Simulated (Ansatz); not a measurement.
## Run report: GaN, geometry relaxation

- system: GaN (2 atoms in the cell)
- method: DFT PBEsol, scalar-relativistic, plane waves, PAW, no spin polarisation (Ansatz 0.2.0)

The structure was built on a prototype by a generator; it need not be a known phase.

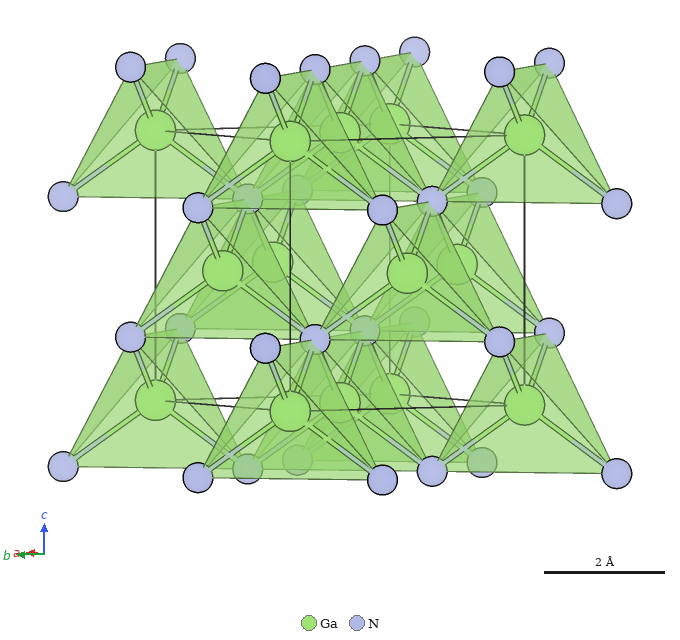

Figure 1. The input geometry (polyhedral view of the cell 4 times as large as that of the calculation, set on its symmetry axes, seen at an oblique angle; polyhedra are completed across the faces of the cell).

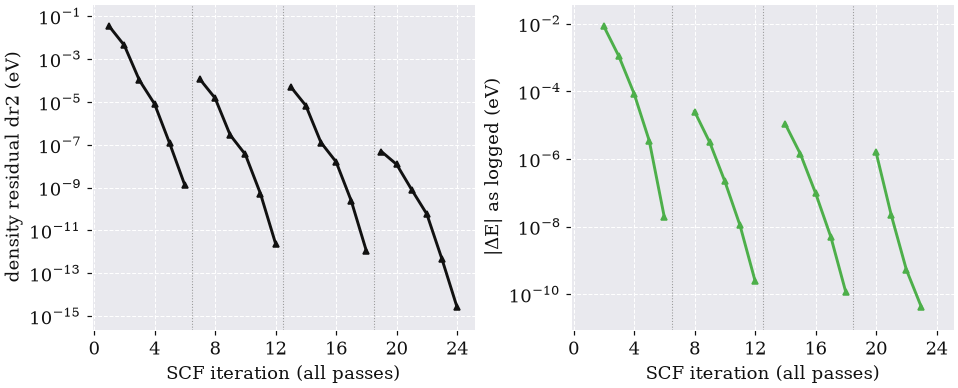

Figure 2. Convergence of the self-consistent field: density residual dr2 and size of the energy change against the SCF iteration. The dotted lines part the SCF passes of the relaxation: geometry steps, rejected trials and re-solves on a re-selected basis. The passes take 6, 6, 6 and 6 iterations.

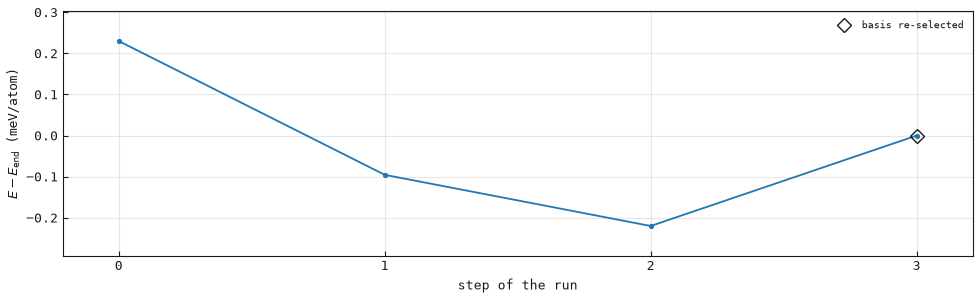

Figure 3. Progress of the relaxation, step by step (the first geometry is step 0 here and step 1 in the log). The atoms keep their places relative to the cell (all moves are under 0.005 Å). The volume changes by −0.6 %, with a = b = c 4.507 → 4.498 Å (−0.2 %). The space group stays F-43m (No. 216). The energy falls by 0.5 meV per atom in 2 geometry steps. All forces vanish by symmetry, so only the cell relaxes. Pressure: −1.11 GPa at the start and −0.02 GPa at the end. A last SCF at the same geometry on a re-selected plane-wave basis shifts the energy by +0.2 meV per atom.

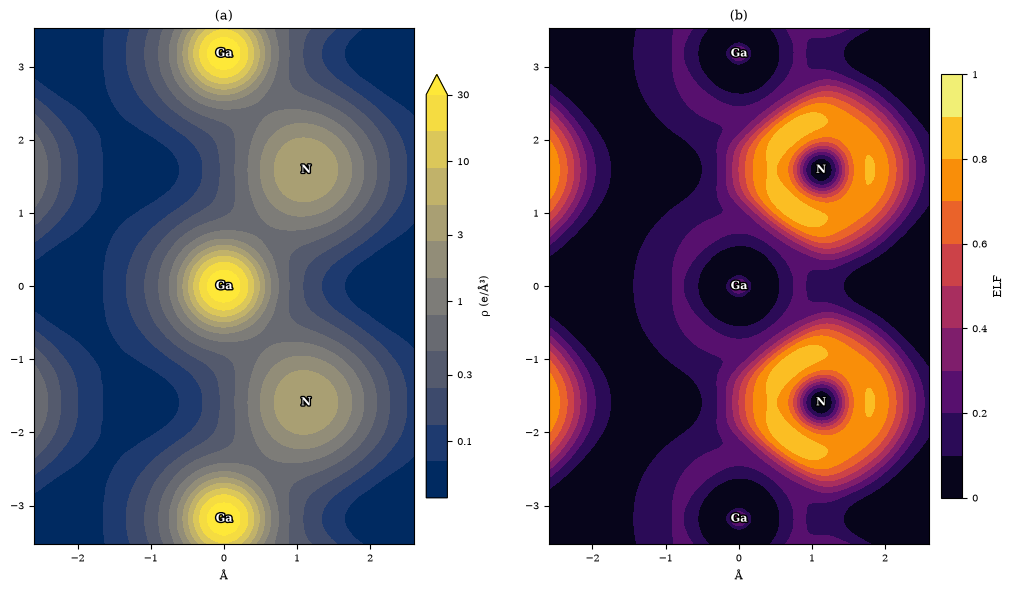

Figure 4. (a) valence charge density (pseudo); (b) electron localisation function on the (101) plane of the conventional cell. The plane passes through Ga and N nuclei. Ga–N (1.95 Å): ρ is about 0.74 e/Å³ halfway; the ELF is about 0.50 at the midpoint. Away from the nuclei the density in this plane falls to 0.04 e/Å³ at its lowest. The fields are those of the smooth PAW valence density.

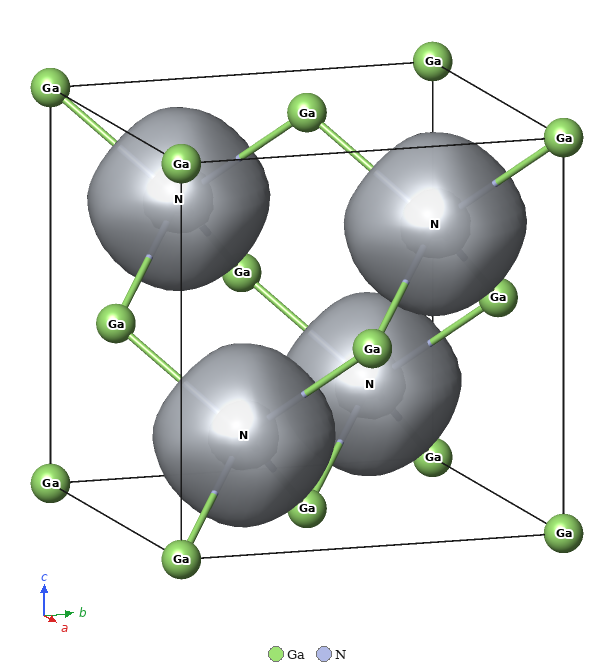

Figure 5. Isosurface of the ELF at 0.6 (grey), seen slightly off an axis. Only the valence region is drawn (cores and ρ < 0.01 e/Å³ removed). Sticks mark near contacts. The outline is the cell set on symmetry axes. Values along the shortest contacts: Ga–N (1.95 Å): the ELF is about 0.50 at the midpoint.

The input and output of the run follow.

The input:
```yaml
crystal:
  lattice:
    - [0.0, 2.25350061, 2.25350061]
    - [2.25350061, 0.0, 2.25350061]
    - [2.25350061, 2.25350061, 0.0]
  atoms:
    - { symbol: Ga, position: [0.0, 0.0, 0.0] }
    - { symbol: "N", position: [0.25, 0.25, 0.25] }
basis:
  ecutwfc: 420
kpoints:
  mp_grid: { grid: [10, 10, 10] }
hamiltonian:
  xc: pbesol
scf:
  occupations: { method: gaussian, width: 0.02 }
output:
  forces: true
  stress: true
  eigenvalues: true
  write_density: true
  write_potential: true
  elf: true
  volumetric_format: npy
relax:
  adjacent_minimum: "off"
  f_tol: 0.005
  max_steps: 80
  cell: { stress_tol: 0.05 }
```

Run as:
```bash
ansatz run input.yaml --threads 2 --pin off --max-ram 5120MiB --backend cpu --events-out ev --progress --plain --runs-dir out
```

What the program printed:
```
Engine: ansatz 0.2.0, x86_64-unknown-linux-gnu
Pseudopotentials: kind: paw
Pseudopotential: Ga, paw, valence charge 13, recommended cutoff 420 eV (normal), Ga.paw.azcp
Pseudopotential: N, paw, valence charge 5, recommended cutoff 420 eV (normal), N.paw.azcp
Functional definition: PBEsol
  exchange = pbesol_x
  correlation = pbesol_c
Crystal: 2 atoms, lattice volume = 22.888 Å³
Basis set: ecut = 420 eV, 459 PW (Γ), exchange–correlation on 48×48×48 points (8 copies of the dense FFT grid, shifted against one another)
Bands: 13, of which v1, the nominal top of the filled ones, is band 9 counted from 1 (8 counted from 0)
Symmetry: 24 space group operations
Space group: F-43m (ITA 216), of the structure as read, at distance tolerance 2.8e-5 Å
k-points: 47 of 1000 (time reversal used)
Non-local potential: Ga, projectors of the file, l = 0: 2, l = 1: 2, l = 2: 3, l = 3: 1
Non-local potential: N, projectors of the file, l = 0: 2, l = 1: 2, l = 2: 1
PAW form: soft (Blöchl's): semilocal exchange-correlation on the pseudo side does not see the compensation charge
PAW frozen core: Ga, regenerated for the run's functional, and the local potential with it (the file was generated under x = pbe(κ = 0.804, μ = 0.2195149727645171), c = pbe(β = 0.06672455060314922))
PAW frozen core: N, regenerated for the run's functional, and the local potential with it (the file was generated under x = pbe(κ = 0.804, μ = 0.2195149727645171), c = pbe(β = 0.06672455060314922))
PAW one-centre angular grid: Ga, 590 points (default); XC on 64 Gauss nodes
PAW one-centre angular grid: N, 110 points (default); XC on 64 Gauss nodes
Initial density: superposition of atomic densities (neutral atoms: chi_scale 0, normalization atom), corrected by the library's trained network
Initial wavefunctions: pseudopotential atomic-orbital guess
Functional: x = pbesol(κ = 0.804, μ = 0.12345679012345678), c = pbesol(β = 0.046)
SCF iter   1: F=—  HF=-4122.844166 eV  |F-HF|=—  |Δ(HF+E_count)|=         —  Δρ=1.23e-2  dr2=3.37e-2  ethr=1.77e-3  ⟨swp⟩=4.9  Hψ=3269  notcnv=0
preconditioner: auto → none  [insulator: Δε(μ)=1.570 eV  Ē_g=18.624 eV  σ=0.020 eV  W_gap=1.00  n_scr=8 (ndim 8)  ℏωp=32.9 eV  f_vac=0.001  D(μ)=0.00/eV (n_scr^D=0)  ε∞_Penn≈4.1]
SCF iter   2: F=—  HF=-4122.835731 eV  |F-HF|=—  |Δ(HF+E_count)|=   8.43e-3  Δρ=4.09e-3  dr2=4.34e-3  ethr=1.87e-4  ⟨swp⟩=2.0  Hψ=1171  notcnv=0
SCF iter   3: F=—  HF=-4122.834648 eV  |F-HF|=—  |Δ(HF+E_count)|=   1.08e-3  Δρ=1.03e-3  dr2=1.01e-4  ethr=2.41e-5  ⟨swp⟩=2.5  Hψ=1078  notcnv=0
SCF iter   4: F=—  HF=-4122.834562 eV  |F-HF|=—  |Δ(HF+E_count)|=   8.63e-5  Δρ=3.23e-4  dr2=7.99e-6  ethr=5.62e-7  ⟨swp⟩=2.1  Hψ=977  notcnv=0
SCF iter   5: F=—  HF=-4122.834565 eV  |F-HF|=—  |Δ(HF+E_count)|=   3.51e-6  Δρ=2.69e-5  dr2=1.15e-7  ethr=4.44e-8  ⟨swp⟩=2.0  Hψ=970  notcnv=0
SCF iter   6: F=-4122.834565 eV  HF=-4122.834565 eV  |F-HF|=5.22e-10  |Δ(HF+E_count)|=   1.90e-8  Δρ=3.81e-6  dr2=1.30e-9  ethr=5.56e-10  ⟨swp⟩=7.2  Hψ=3136  notcnv=0
SCF 1 converged in 6 iterations: F = -4122.834565 eV  dr2 = 1.30e-9
  greatest PAW one-centre occupation: 0.995 electrons in one spin orbital (limit 2), on the Ga atom at site 0 (counted from 0), in its partial waves of l = 2
relax step   1: F+E_penalty+E_count = -4122.83456516 eV  Δ(F+E_penalty+E_count) = +0.000e0 eV  max|allowed force component| = 2.128e-16 eV/Å  Δτ_max = 0.0000 Å  P = -1.109 GPa  Ω = 22.888 Å³  (6 SCF iters, dr2 threshold 1.00e-7 eV, accepted)
Crystal: 2 atoms, lattice volume = 22.808 Å³
Initial density: handed on by an earlier stage of this run
Initial wavefunctions: those handed on with the density
iter 1 solved again at ethr=6.28e-7 eV; its pass at ethr=3.10e-3 eV (dr2=1.13e-4 eV) is discarded
SCF iter   1: F=—  HF=-4122.835245 eV  |F-HF|=—  |Δ(HF+E_count)|=         —  Δρ=6.63e-4  dr2=1.13e-4  ethr=6.28e-7  ⟨swp⟩=1.6  Hψ=3472  notcnv=0
preconditioner: auto → none  [insulator: Δε(μ)=1.692 eV  Ē_g=18.684 eV  σ=0.020 eV  W_gap=1.00  n_scr=8 (ndim 8)  ℏωp=33.0 eV  f_vac=0.000  D(μ)=0.00/eV (n_scr^D=0)  ε∞_Penn≈4.1]
SCF iter   2: F=—  HF=-4122.835219 eV  |F-HF|=—  |Δ(HF+E_count)|=   2.54e-5  Δρ=2.26e-4  dr2=1.50e-5  ethr=6.27e-7  ⟨swp⟩=1.8  Hψ=768  notcnv=0
SCF iter   3: F=—  HF=-4122.835216 eV  |F-HF|=—  |Δ(HF+E_count)|=   3.12e-6  Δρ=4.85e-5  dr2=2.82e-7  ethr=8.32e-8  ⟨swp⟩=2.4  Hψ=873  notcnv=0
iter 4 did not close the SCF: its close was put off for the readings that it lacked (scf_convergence_deferred on its scf_iter line)
SCF iter   4: F=-4122.835216 eV  HF=-4122.835216 eV  |F-HF|=5.05e-9  |Δ(HF+E_count)|=   2.19e-7  Δρ=1.78e-5  dr2=3.52e-8  ethr=1.57e-9  ⟨swp⟩=2.1  Hψ=1000  notcnv=0
iter 5 did not close the SCF: its close was put off for the readings that it lacked (scf_convergence_deferred on its scf_iter line)
SCF iter   5: F=-4122.835216 eV  HF=-4122.835216 eV  |F-HF|=6.55e-11  |Δ(HF+E_count)|=   1.10e-8  Δρ=2.10e-6  dr2=5.22e-10  ethr=1.96e-10  ⟨swp⟩=2.1  Hψ=971  notcnv=0
SCF iter   6: F=-4122.835216 eV  HF=-4122.835216 eV  |F-HF|=2.73e-12  |Δ(HF+E_count)|=  2.47e-10  Δρ=1.50e-7  dr2=2.42e-12  ethr=2.90e-12  ⟨swp⟩=3.9  Hψ=2875  notcnv=0
SCF 2 converged in 6 iterations: F = -4122.835216 eV  dr2 = 2.42e-12
relax step   2: F+E_penalty+E_count = -4122.83521615 eV  Δ(F+E_penalty+E_count) = -6.510e-4 eV  max|allowed force component| = 3.238e-17 eV/Å  Δτ_max = 0.0000 Å  P = -0.445 GPa  Ω = 22.808 Å³  energy of the carried Pulay correction = +2.625e-4 eV  (6 SCF iters, dr2 threshold 2.00e-7 eV, accepted)
Crystal: 2 atoms, lattice volume = 22.754 Å³
iter 1 solved again at ethr=2.82e-7 eV; its pass at ethr=3.10e-3 eV (dr2=5.08e-5 eV) is discarded
SCF iter   1: F=—  HF=-4122.835477 eV  |F-HF|=—  |Δ(HF+E_count)|=         —  Δρ=4.45e-4  dr2=5.06e-5  ethr=2.82e-7  ⟨swp⟩=1.6  Hψ=3458  notcnv=0
preconditioner: auto → none  [insulator: Δε(μ)=1.705 eV  Ē_g=18.701 eV  σ=0.020 eV  W_gap=1.00  n_scr=8 (ndim 8)  ℏωp=33.0 eV  f_vac=0.000  D(μ)=0.00/eV (n_scr^D=0)  ε∞_Penn≈4.1]
SCF iter   2: F=—  HF=-4122.835466 eV  |F-HF|=—  |Δ(HF+E_count)|=   1.07e-5  Δρ=1.52e-4  dr2=6.71e-6  ethr=2.81e-7  ⟨swp⟩=1.8  Hψ=768  notcnv=0
SCF iter   3: F=—  HF=-4122.835465 eV  |F-HF|=—  |Δ(HF+E_count)|=   1.39e-6  Δρ=3.26e-5  dr2=1.27e-7  ethr=3.73e-8  ⟨swp⟩=2.4  Hψ=860  notcnv=0
iter 4 did not close the SCF: its close was put off for the readings that it lacked (scf_convergence_deferred on its scf_iter line)
SCF iter   4: F=-4122.835465 eV  HF=-4122.835465 eV  |F-HF|=2.37e-9  |Δ(HF+E_count)|=   9.73e-8  Δρ=1.20e-5  dr2=1.59e-8  ethr=7.07e-10  ⟨swp⟩=2.1  Hψ=1004  notcnv=0
iter 5 did not close the SCF: its close was put off for the readings that it lacked (scf_convergence_deferred on its scf_iter line)
SCF iter   5: F=-4122.835465 eV  HF=-4122.835465 eV  |F-HF|=3.27e-11  |Δ(HF+E_count)|=   5.07e-9  Δρ=1.42e-6  dr2=2.43e-10  ethr=8.82e-11  ⟨swp⟩=2.1  Hψ=977  notcnv=0
SCF iter   6: F=-4122.835465 eV  HF=-4122.835465 eV  |F-HF|=1.82e-12  |Δ(HF+E_count)|=  1.14e-10  Δρ=1.02e-7  dr2=1.11e-12  ethr=1.35e-12  ⟨swp⟩=3.7  Hψ=2790  notcnv=0
SCF 3 converged in 6 iterations: F = -4122.835465 eV  dr2 = 1.11e-12
relax step   3: F+E_penalty+E_count = -4122.83546496 eV  Δ(F+E_penalty+E_count) = -2.488e-4 eV  max|allowed force component| = 9.368e-17 eV/Å  Δτ_max = 0.0000 Å  P = +0.004 GPa  Ω = 22.754 Å³  energy of the carried Pulay correction = +4.378e-4 eV  (6 SCF iters, dr2 threshold 2.00e-7 eV, accepted)
Initial wavefunctions: pseudopotential atomic-orbital guess (no wavefunctions were taken with the density)
iter 1 solved again at ethr=1.72e-8 eV; its pass at ethr=3.10e-3 eV (dr2=3.09e-6 eV) is discarded
SCF iter   1: F=—  HF=-4122.835027 eV  |F-HF|=—  |Δ(HF+E_count)|=         —  Δρ=3.61e-5  dr2=4.79e-8  ethr=1.72e-8  ⟨swp⟩=3.1  Hψ=5016  notcnv=0
preconditioner: auto → none  [insulator: Δε(μ)=1.702 eV  Ē_g=18.701 eV  σ=0.020 eV  W_gap=1.00  n_scr=8 (ndim 8)  ℏωp=33.0 eV  f_vac=0.000  D(μ)=0.00/eV (n_scr^D=0)  ε∞_Penn≈4.1]
SCF iter   2: F=—  HF=-4122.835025 eV  |F-HF|=—  |Δ(HF+E_count)|=   1.56e-6  Δρ=1.81e-5  dr2=1.21e-8  ethr=2.66e-10  ⟨swp⟩=2.1  Hψ=959  notcnv=0
SCF iter   3: F=—  HF=-4122.835025 eV  |F-HF|=—  |Δ(HF+E_count)|=   2.20e-8  Δρ=3.38e-6  dr2=7.92e-10  ethr=6.74e-11  ⟨swp⟩=2.0  Hψ=1034  notcnv=0
SCF iter   4: F=—  HF=-4122.835025 eV  |F-HF|=—  |Δ(HF+E_count)|=  5.33e-10  Δρ=9.28e-7  dr2=5.76e-11  ethr=4.40e-12  ⟨swp⟩=2.0  Hψ=1034  notcnv=0
iter 5 did not close the SCF: its close was put off for the readings that it lacked (scf_convergence_deferred on its scf_iter line)
SCF iter   5: F=-4122.835025 eV  HF=-4122.835025 eV  |F-HF|=0.00e0  |Δ(HF+E_count)|=  4.09e-11  Δρ=8.90e-8  dr2=4.56e-13  ethr=1.00e-12  ⟨swp⟩=1.9  Hψ=859  notcnv=0
SCF iter   6: F=-4122.835025 eV  HF=-4122.835025 eV  |F-HF|=9.09e-13  |Δ(HF+E_count)|=    0.00e0  Δρ=6.58e-9  dr2=2.56e-15  ethr=1.00e-12  ⟨swp⟩=3.0  Hψ=2244  notcnv=0
SCF 4 converged in 6 iterations: F = -4122.835025 eV  dr2 = 2.56e-15
relax step   4: F+E_penalty+E_count = -4122.83502510 eV  Δ(F+E_penalty+E_count) = +4.399e-4 eV  max|allowed force component| = 9.021e-17 eV/Å  Δτ_max = 0.0000 Å  P = -0.020 GPa  Ω = 22.754 Å³  stress off target by 1.99e-2 GPa  SCF on the basis re-selected at this cell (its energy is not comparable with the rows above)  (6 SCF iters)
basis re-selected at this cell: Δ(F+E_penalty+E_count) = +4.399e-4 eV, ΔP = -0.024 GPa vs the last step (what re-selecting the basis moved, of the pressure what is left beyond the Pulay correction that the steps carried, after the strain that the cell walked since its last selection, with what the two solves' SCF thresholds leave and, on support functions, any second-order correction that the steps lacked; it is no measure of the basis error at this ecutwfc). This SCF's stress stands 1.99e-2 GPa from its target on what of the cell is left free (relax.cell.stress_tol is 5.00e-2 GPa) and its largest allowed force component is 9.02e-17 eV/Å (relax.f_tol is 5.00e-3 eV/Å): within both
SCF converged after 6 iterations
Free energy (F): -4122.835025 eV
Harris-Foulkes:  -4122.835025 eV  (|F-HF|=9.09e-13)
Internal energy: -4122.835025 eV  (E = F + TS)
E sigma→0 (E₀):  -4122.835025 eV
Fermi energy:    10.449673 eV
--- Per-component energies (eV) ---
  E_band       = -6.796665
  E_kinetic    = 246.672872
  E_local      = -1945.354600  (includes V_loc(G=0)·N_el)
  E_nonlocal   = 475.427673
  E_hartree    = 893.640427
  E_xc         = -127.706835
  E_vxc        = -133.880403  (∫ρ·V_xc dr)
  E_paw        = -2075.875475  (= ΣΔE_a)
  E_vpaw       = -436.943180  (= ΣTr[D̂ρ^β])
  E_aug_tail   = 0.000120  (compensation charges beyond the density's cutoff)
  E_ewald      = -1590.530282
  E_core_change = 0.891077  (= ΣΔE_core)
  E_smearing   = -0.000000  (= −TS)
  E_closure    = 0.000000  (closes the sum)
  Σ components = -4122.835025   (vs F -4122.835025, Δ=0.00e0)
--- Forces (eV/Å), atoms counted from 1 ---
  atom   1  Ga     0.00000000    -0.00000000    -0.00000000
  atom   2  N     -0.00000000     0.00000000     0.00000000
  max |Σ_I F_I| component: 2.78e-17 eV/Å
--- Stress (GPa, compression-positive) ---
       -0.019854       0.000000       0.000000
       -0.000000      -0.019854       0.000000
        0.000000       0.000000      -0.019854
  P = ⅓ Tr σ = -0.0199 GPa (-0.199 kbar)
--- Band table (eV; the first three rows and the last of 47) ---
  k-point 0: bands = ["-6.3768", "-3.8877", "-3.8877", "-3.8877", "-3.5616", "-3.5616", "9.5987", "9.5987", "9.5987", "11.3004", "19.8367", "19.8367", "19.8367"]
  k-point 1: bands = ["-6.2642", "-3.8738", "-3.8738", "-3.8493", "-3.5630", "-3.5630", "8.4878", "9.4905", "9.4905", "12.1614", "19.3342", "20.0025", "20.0025"]
  k-point 2: bands = ["-5.9807", "-3.8417", "-3.8417", "-3.6864", "-3.5619", "-3.5619", "6.6589", "9.2228", "9.2228", "13.2345", "18.5529", "20.2664", "20.2664"]
  k-point 46: bands = ["-5.2764", "-3.7469", "-3.6991", "-3.5648", "-3.5346", "-1.5745", "3.7769", "5.9347", "5.9558", "15.3285", "17.8015", "20.2650", "20.6469"]
--- Relaxed structure (3 steps of the walk, 3 accepted, 1 SCFs on fresh bases) ---
  F+E_penalty+E_count = -4122.83502510 eV   max|allowed force component| = 9.021e-17 eV/Å   (the final SCF, on the basis selected at the relaxed cell)
  cell:  # Å, volume = 22.7544 Å³
    - [3.885221175082887e-34, 2.249115073586763, 2.249115073586763]
    - [2.249115073586763, 2.1910099741451035e-33, 2.249115073586763]
    - [2.249115073586763, 2.249115073586763, 1.7897494265545754e-33]
  atoms:
    - { symbol: Ga, position: [-1.8361388927666862e-34, 1.5512591615253093e-34, 2.1521773446125886e-34] }
    - { symbol: N, position: [0.25, 0.25, 0.25] }
```

Trajectory as extended XYZ (Å, eV, eV/Å), 4 frames, from step=1 to step=4:
```
2
Lattice="0.0000 2.2535 2.2535 2.2535 0.0000 2.2535 2.2535 2.2535 0.0000" Properties=species:S:1:pos:R:3:forces:R:3 step=1 energy=-4122.83457 pressure_GPa=-1.11
Ga    0.0000    0.0000    0.0000    0.0000   0.0000   0.0000
N     1.1267    1.1267    1.1267    0.0000   0.0000   0.0000
2
Lattice="0.0000 2.2509 2.2509 2.2509 0.0000 2.2509 2.2509 2.2509 0.0000" Properties=species:S:1:pos:R:3:forces:R:3 step=2 energy=-4122.83522 pressure_GPa=-0.44
Ga    0.0000    0.0000    0.0000    0.0000   0.0000   0.0000
N     1.1254    1.1254    1.1254    0.0000   0.0000   0.0000
2
Lattice="0.0000 2.2491 2.2491 2.2491 0.0000 2.2491 2.2491 2.2491 0.0000" Properties=species:S:1:pos:R:3:forces:R:3 step=3 energy=-4122.83547 pressure_GPa=0.00
Ga    0.0000    0.0000    0.0000    0.0000   0.0000   0.0000
N     1.1246    1.1246    1.1246    0.0000   0.0000   0.0000
2
Lattice="0.0000 2.2491 2.2491 2.2491 0.0000 2.2491 2.2491 2.2491 0.0000" Properties=species:S:1:pos:R:3:forces:R:3 step=4 energy=-4122.83503 pressure_GPa=-0.02
Ga    0.0000    0.0000    0.0000    0.0000   0.0000   0.0000
N     1.1246    1.1246    1.1246    0.0000   0.0000   0.0000
```

Summary:

```csv
quantity,value
outcome,converged
space group (tolerance 0.01 Å),F-43m (216)
electrons treated,18
free energy,−4122.8350 eV
Fermi energy,10.450 eV
gap on the k-point mesh,1.70 eV
pressure,−0.02 GPa
final volume,22.75 Å³
largest force (length of the vector) at the end,under 0.001 eV/Å
final cell,"a = 3.181 Å, b = 3.181 Å, c = 3.181 Å, α = 60.00°, β = 60.00°, γ = 60.00°"
hardware,"2 threads of AMD EPYC (Zen 5), 64 GiB of memory available, shared host"
wall time,1.7 s (CPU time 3 s)
peak memory,0.38 GiB
```
